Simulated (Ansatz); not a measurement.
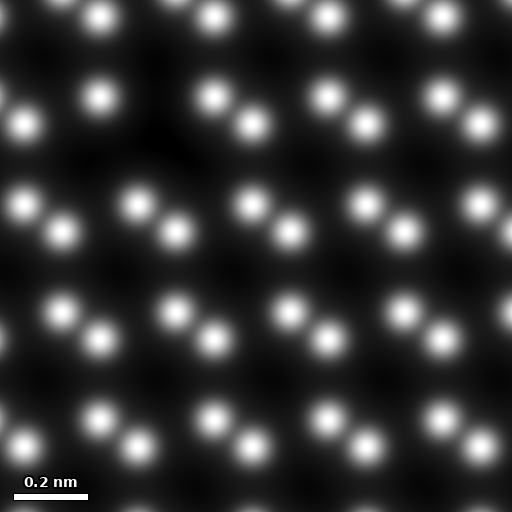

Dark-field STEM-like image of Ni (Fd-3m, No. 227) along [110]. Simulation: incoherent imaging, intensity Z^1.7 per atom, probe width 0.69 Å, thin sample. The probe carries 25 % of its weight in a tail 2.5 times as wide. The display is stretched by a gamma of 0.65; percentages refer to the linear signal.

The sample is 1 repeat (3.6 Å) thick. One point defect was put into the perfect crystal, without relaxing the atoms around it. Brightness is counted from the darkest point of the image. Host structure: the geometry relaxed with Ansatz, DFT, PBE, plane waves (420 eV) with PAW, scalar-relativistic; the starting structure was generated, so it need not be a known form of this composition.

### Where is the defect (in Å from the left and the top edge), and what does its contrast suggest?

At about 4 Å from the left and 3 Å from the top. The column has all but vanished there, which points to a vacancy or a much lighter atom. The column holds 1 atom (Ni) through the sample, and one Ni atom is missing, so its peak vanishes.
